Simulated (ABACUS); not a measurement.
Single-point calculation at one volume of an equation of state, with input and output: HfO2 (part 1 of 2)

System: HfO2 (P4₂/nmc, 6 atoms in the cell).
Method: Kohn-Sham DFT of a periodic cell, r2SCAN, SG15 ONCV 1.2 PBE, no spin polarisation (ABACUS 3.10.1).

The structure derives from a Materials Project entry. It belongs to a series of runs on one base structure; here: volume scaled by 0.98.

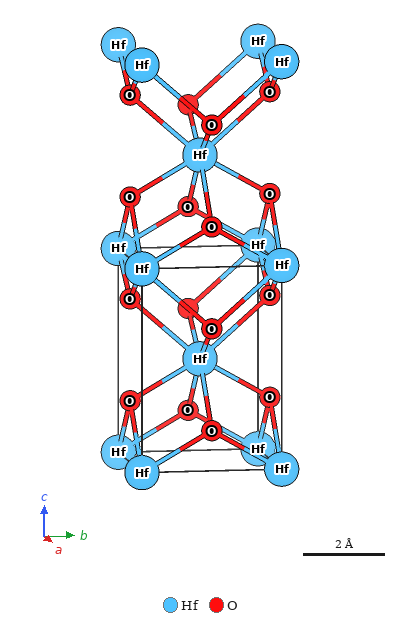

Fig. 1: The structure (ball-and-stick view of the cell of the calculation, repeated 1 × 1 × 2, seen at an oblique angle). An atom can appear more than once, as a periodic image.

**Results in brief**

- outcome: converged
- space group (tolerance 0.01 Å): P4₂/nmc (137)
- electrons treated: 76
- free energy: −13894.3240 eV
- Fermi energy: 21.284 eV
- gap on the k-point mesh: 4.96 eV
- pressure: 2.38 GPa
- largest force (length of the vector): 0.019 eV/Å
- hardware: 4 threads of Intel Xeon @ 2.90GHz (Ice Lake), 32 GiB of memory available, shared host
- wall time: 84 s (CPU time 5.6 min)
- peak memory: 0.8 GiB

**Notes**

Spin–orbit coupling is left out, which matters for Hf.

**Input**
```python
"""ABACUS run from a structure file: ASE reads it, the script writes STRU, KPT and INPUT."""
import re
import subprocess
from ase.io import read
from ase.units import Bohr

atoms = read("HfO2.cif")
atoms = atoms[(-atoms.numbers).argsort(kind="stable")]  # ABACUS lists atoms element by element
pseudo = {'Hf': 'Hf_ONCV_PBE-1.2.upf', 'O': 'O_ONCV_PBE-1.2.upf'}
orbital = {}
magmoms = None
kmesh = [5, 5, 3]
params = {
    'suffix': 'HfO2',
    'calculation': 'scf',
    'basis_type': 'pw',
    'pseudo_dir': './',
    'symmetry': 1,
    'dft_functional': 'MGGA_X_R2SCAN+MGGA_C_R2SCAN',
    'ecutwfc': 97,
    'pseudo_rcut': 7,
    'nspin': 1,
    'nbands': 46,
    'ks_solver': 'dav',
    'smearing_method': 'fd',
    'smearing_sigma': 0.00367493,
    'scf_thr': 1e-08,
    'scf_nmax': 100,
    'mixing_type': 'broyden',
    'mixing_beta': 0.7,
    'cal_force': 1,
    'cal_stress': 1,
    'mixing_tau': 1,
    'kpar': 4,
}

symbols = atoms.get_chemical_symbols()
elements = list(dict.fromkeys(symbols))
lines = ["ATOMIC_SPECIES"] + [f"{e} {atoms.get_masses()[symbols.index(e)]:.4f} {pseudo[e]}" for e in elements]
if orbital:
    lines += ["", "NUMERICAL_ORBITAL"] + [orbital[e] for e in elements]
lines += ["", "LATTICE_CONSTANT", f"{1 / Bohr:.10f}", "", "LATTICE_VECTORS"]
lines += [" ".join(f"{x:.10f}" for x in v) for v in atoms.cell]
lines += ["", "ATOMIC_POSITIONS", "Direct"]
for e in elements:
    lines += ["", e, "0.0", str(symbols.count(e))]
    for i, p in enumerate(atoms.get_scaled_positions(wrap=False)):
        if symbols[i] == e:
            mag = "" if magmoms is None else " mag " + " ".join(str(x) for x in (magmoms[i] if isinstance(magmoms[i], list) else [magmoms[i]]))
            lines.append(" ".join(f"{x:.10f}" for x in p) + " 1 1 1" + mag)
open("STRU", "w").write("\n".join(lines) + "\n")
open("KPT", "w").write("K_POINTS\n0\nGamma\n%d %d %d 0 0 0\n" % tuple(kmesh))
open("INPUT", "w").write("INPUT_PARAMETERS\n" + "".join(f"{k:<20s}{v}\n" for k, v in params.items()))

done = subprocess.run(['mpirun', '-np', '4', 'abacus'])
if done.returncode:
    raise SystemExit(done.returncode)
log = open("OUT.HfO2/running_scf.log").read()
print("final energy (eV):", re.findall(r"FINAL_ETOT_IS (\S+)", log))
```

**File HfO2.cif**
```
data_HfO2
_cell_length_a 3.53413929
_cell_length_b 3.53413929
_cell_length_c 5.13714969
_cell_angle_alpha 90.00000000
_cell_angle_beta 90.00000000
_cell_angle_gamma 90.00000000
_space_group_name_H-M_alt 'P1'
_space_group_name_Hall 'P 1'
_space_group_IT_number 1
loop_
_space_group_symop_operation_xyz
'x,y,z'
loop_
_atom_site_label
_atom_site_type_symbol
_atom_site_symmetry_multiplicity
_atom_site_Wyckoff_symbol
_atom_site_fract_x
_atom_site_fract_y
_atom_site_fract_z
_atom_site_occupancy
Hf1 Hf 1 a 0.0000000000 0.0000000000 0.0000000000 1
Hf2 Hf 1 a 0.5000000000 0.5000000000 0.5000000000 1
O1 O 1 a 0.0000000000 0.5000000000 0.1972078800 1
O2 O 1 a 0.5000000000 0.0000000000 0.3027921200 1
O3 O 1 a 0.5000000000 0.0000000000 0.8027921200 1
O4 O 1 a 0.0000000000 0.5000000000 0.6972078800 1
```

**File INPUT**
```
INPUT_PARAMETERS
suffix              HfO2
calculation         scf
basis_type          pw
pseudo_dir          ./
symmetry            1
dft_functional      MGGA_X_R2SCAN+MGGA_C_R2SCAN
ecutwfc             97
pseudo_rcut         7
nspin               1
nbands              46
ks_solver           dav
smearing_method     fd
smearing_sigma      0.00367493
scf_thr             1e-08
scf_nmax            100
mixing_type         broyden
mixing_beta         0.7
cal_force           1
cal_stress          1
mixing_tau          1
kpar                4
```

**File STRU**
```
ATOMIC_SPECIES
Hf 178.4900 Hf_ONCV_PBE-1.2.upf
O 15.9990 O_ONCV_PBE-1.2.upf

LATTICE_CONSTANT
1.8897261258

LATTICE_VECTORS
3.5341392900 0.0000000000 0.0000000000
0.0000000000 3.5341392900 0.0000000000
0.0000000000 0.0000000000 5.1371496900

ATOMIC_POSITIONS
Direct

Hf
0.0
2
0.0000000000 0.0000000000 0.0000000000 1 1 1
0.5000000000 0.5000000000 0.5000000000 1 1 1

O
0.0
4
0.0000000000 0.5000000000 0.1972078800 1 1 1
0.5000000000 0.0000000000 0.3027921200 1 1 1
0.5000000000 0.0000000000 0.8027921200 1 1 1
0.0000000000 0.5000000000 0.6972078800 1 1 1
```

**File KPT**
```
K_POINTS
0
Gamma
5 5 3 0 0 0
```

Launched with:
```bash
OMP_NUM_THREADS=1 python run_abacus.py > log
```

**What the program printed**
```
ABACUS v3.10.1

               Atomic-orbital Based Ab-initio Computation at UStc

 ------------------------------------------------------------------------------------

 READING GENERAL INFORMATION
                           global_out_dir = OUT.HfO2/
                           global_in_card = INPUT
                               pseudo_dir = ./
                              orbital_dir =
                                    DSIZE = 4
                                    GSIZE = 1

 READING UNITCELL INFORMATION
                                    ntype = 2
                  lattice constant (Bohr) = 1.88973
              lattice constant (Angstrom) = 1

 READING ATOM TYPE 1
                               atom label = Hf
                      L=0, number of zeta = 1
                      L=1, number of zeta = 1
                      L=2, number of zeta = 1
             number of atom for this type = 2

 READING ATOM TYPE 2
                               atom label = O
                      L=0, number of zeta = 1
                      L=1, number of zeta = 1
                      L=2, number of zeta = 1
             number of atom for this type = 4

                        TOTAL ATOM NUMBER = 6
DIRECT COORDINATES
    atom                   x                   y                   z     mag                  vx                  vy                  vz
taud_Hf1            0.0000000000        0.0000000000        0.0000000000  0.0000        0.0000000000        0.0000000000        0.0000000000
taud_Hf2            0.5000000000        0.5000000000        0.5000000000  0.0000        0.0000000000        0.0000000000        0.0000000000
taud_O1            0.0000000000        0.5000000000        0.1972078800  0.0000        0.0000000000        0.0000000000        0.0000000000
taud_O2            0.5000000000        0.0000000000        0.3027921200  0.0000        0.0000000000        0.0000000000        0.0000000000
taud_O3            0.5000000000        0.0000000000        0.8027921200  0.0000        0.0000000000        0.0000000000        0.0000000000
taud_O4            0.0000000000        0.5000000000        0.6972078800  0.0000        0.0000000000        0.0000000000        0.0000000000

                          Volume (Bohr^3) = 432.998
                             Volume (A^3) = 64.1636

 Lattice vectors: (Cartesian coordinate: in unit of a_0)
             +3.53414                  +0                  +0
                   +0            +3.53414                  +0
                   +0                  +0            +5.13715
 Reciprocal vectors: (Cartesian coordinate: in unit of 2 pi/a_0)
            +0.282954                  -0                  +0
                   -0           +0.282954                  -0
                   +0                  -0            +0.19466
 The esolver type has been set to : ksdft_pw

                PAO radial cut off (Bohr) = 7

 Read in pseudopotential file is Hf_ONCV_PBE-1.2.upf
                     pseudopotential type = NC
          exchange-correlation functional = PBE
                 nonlocal core correction = 0
                        valence electrons = 26
                                     lmax = 3
                           number of zeta = 0
                     number of projectors = 8
                           L of projector = 0
                           L of projector = 0
                           L of projector = 1
                           L of projector = 1
                           L of projector = 2
                           L of projector = 2
                           L of projector = 3
                           L of projector = 3
 XC functional updated to : MGGA_X_R2SCAN+MGGA_C_R2SCAN
          exchange-correlation functional = MGGA_X_R2SCAN+MGGA_C_R2SCAN
                PAO radial cut off (Bohr) = 7

 Read in pseudopotential file is O_ONCV_PBE-1.2.upf
                     pseudopotential type = NC
          exchange-correlation functional = PBE
                 nonlocal core correction = 0
                        valence electrons = 6
                                     lmax = 1
                           number of zeta = 0
                     number of projectors = 4
                           L of projector = 0
                           L of projector = 0
                           L of projector = 1
                           L of projector = 1
 XC functional updated to : MGGA_X_R2SCAN+MGGA_C_R2SCAN
          exchange-correlation functional = MGGA_X_R2SCAN+MGGA_C_R2SCAN
     initial pseudo atomic orbital number = 0

 SETUP THE ELECTRONS NUMBER
            electron number of element Hf = 26
      total electron number of element Hf = 52
             electron number of element O = 6
       total electron number of element O = 24
            AUTOSET number of electrons:  = 76
                           occupied bands = 38
                                   NBANDS = 46
                                   NLOCAL = 54

%%%%%%%%%%%%%%%%%%%%%%%%%%%%%%%%%%%%%%%%%%%%%%%%%%%%%%%%%%%%%%%%%%%%%%%%%%%%%%%%%%%%%%%%%%%%%%%%%%%%%%%%%%
 Warning: the number of valence electrons in pseudopotential > 4 for Hf: [Xe] 4f14 5d2 6s2
 Pseudopotentials with additional electrons can yield (more) accurate outcomes, but may be less efficient.
 If you're confident that your chosen pseudopotential is appropriate, you can safely ignore this warning.
%%%%%%%%%%%%%%%%%%%%%%%%%%%%%%%%%%%%%%%%%%%%%%%%%%%%%%%%%%%%%%%%%%%%%%%%%%%%%%%%%%%%%%%%%%%%%%%%%%%%%%%%%%

 SETUP THE PLANE WAVE BASIS
 energy cutoff for charge/potential (unit:Ry) = 388
            fft grid for charge/potential = [ 45, 45, 64 ]
                        fft grid division = [ 1, 1, 1 ]
        big fft grid for charge/potential = [ 45, 45, 64 ]
                                     nbxx = 129600
                                     nrxx = 129600

 SETUP PLANE WAVES FOR CHARGE/POTENTIAL
                    number of plane waves = 55869
                         number of sticks = 1369

 PARALLEL PW FOR CHARGE/POTENTIAL
     PROC   COLUMNS(POT)             PW
        1           1369          55869
 --------------- sum -------------------
        1           1369          55869
                            number of |g| = 3398
                                  max |g| = 35.0946
                                  min |g| = 0

----------- Double Check Mixing Parameters Begin ------------
mixing_type: broyden
mixing_beta: 0.7
mixing_gg0: 1
mixing_gg0_min: 0.1
mixing_ndim: 8
----------- Double Check Mixing Parameters End ------------

 LATTICE VECTORS: (CARTESIAN COORDINATE: IN UNIT OF A0)
             +3.53414                  +0                  +0
                   +0            +3.53414                  +0
                   +0                  +0            +5.13715
                       right hand lattice = 1
                                   NORM_A = 3.53414
                                   NORM_B = 3.53414
                                   NORM_C = 5.13715
                           ALPHA (DEGREE) = 90
                           BETA  (DEGREE) = 90
                           GAMMA (DEGREE) = 90

 The lattice vectors have been changed (STRU_SIMPLE.cif)

(for optimal symmetric configuration:)
                             BRAVAIS TYPE = 5
                     BRAVAIS LATTICE NAME = 05. Tetrogonal P (simple)
                                    ibrav = 5
                                    IBRAV = 5
                                  BRAVAIS = SIMPLE TETROGONAL CELL
                       LATTICE CONSTANT A = 3.53414
                                C/A RATIO = 1.45358
Original cell was already a primitive cell.
                        ROTATION MATRICES = 16
              PURE POINT GROUP OPERATIONS = 8
                   SPACE GROUP OPERATIONS = 16
                                       C2 = 3
                                       C3 = 0
                                       C4 = 0
                                       C6 = 0
                                       S1 = 2
                                       S3 = 0
                                       S4 = 2
                                       S6 = 0
                              POINT GROUP = D_2d
               POINT GROUP IN SPACE GROUP = D_4h

 SETUP K-POINTS
                                    nspin = 1
                   Input type of k points = Monkhorst-Pack(Gamma)
                                   nkstot = 75
                       right hand lattice = 1
(for reciprocal lattice: )
                             BRAVAIS TYPE = 5
                     BRAVAIS LATTICE NAME = 05. Tetrogonal P (simple)
                                    ibrav = 5
                       right hand lattice = 1
(for k-lattice: )
                             BRAVAIS TYPE = 5
                     BRAVAIS LATTICE NAME = 05. Tetrogonal P (simple)
                                    ibrav = 5
                       right hand lattice = 1
                        ROTATION MATRICES = 16
                               nkstot_ibz = 12
K-POINTS REDUCTION ACCORDING TO SYMMETRY
     IBZ    DIRECT_X    DIRECT_Y    DIRECT_Z  WEIGHT  ibz2bz
       1  0.00000000  0.00000000  0.00000000  0.0133       0
       2  0.20000000  0.00000000  0.00000000  0.0533       1
       3  0.40000000  0.00000000  0.00000000  0.0533       2
       4  0.20000000  0.20000000  0.00000000  0.0533       6
       5  0.40000000  0.20000000  0.00000000  0.1067       7
       6  0.40000000  0.40000000  0.00000000  0.0533      12
       7  0.00000000  0.00000000  0.33333333  0.0267      25
       8  0.20000000  0.00000000  0.33333333  0.1067      26
       9  0.40000000  0.00000000  0.33333333  0.1067      27
      10  0.20000000  0.20000000  0.33333333  0.1067      31
      11  0.40000000  0.20000000  0.33333333  0.2133      32
      12  0.40000000  0.40000000  0.33333333  0.1067      37

                               nkstot now = 12
[... K-POINTS DIRECT COORDINATES: 12 rows ...]

           k-point number in this process = 3
       minimum distributed K point number = 3
[... stars of the k points ...]

[... K-POINTS CARTESIAN COORDINATES: 3 rows ...]

[... K-POINTS DIRECT COORDINATES: 3 rows ...]

 SETUP PLANE WAVES FOR WAVE FUNCTIONS
     energy cutoff for wavefunc (unit:Ry) = 97
              fft grid for wave functions = [ 45, 45, 64 ]
                    number of plane waves = 7803
                         number of sticks = 373

 PARALLEL PW FOR WAVE FUNCTIONS
     PROC   COLUMNS(POT)             PW
        1            373           7803
 --------------- sum -------------------
        1            373           7803

 SETUP NONLOCAL PSEUDOPOTENTIALS IN PLANE WAVE BASIS
 Hf non-local projectors:
 projector 1 L=0
 projector 2 L=0
 projector 3 L=1
 projector 4 L=1
 projector 5 L=2
 projector 6 L=2
 projector 7 L=3
 projector 8 L=3
 O non-local projectors:
 projector 1 L=0
 projector 2 L=0
 projector 3 L=1
 projector 4 L=1
      TOTAL NUMBER OF NONLOCAL PROJECTORS = 96

 Init Non-Local PseudoPotential table :
 Init Non-Local-Pseudopotential done.

                                     npwx = 7019

 -------------------------------------------
 SELF-CONSISTENT
 -------------------------------------------
                                 init_chg = atomic

 PW ALGORITHM --------------- ION=   1  ELEC=   1--------------------------------

 Density error is 1.99864228571
                          Error Threshold = 0.01
----------------------------------------------------------
     Energy           Rydberg                 eV
```
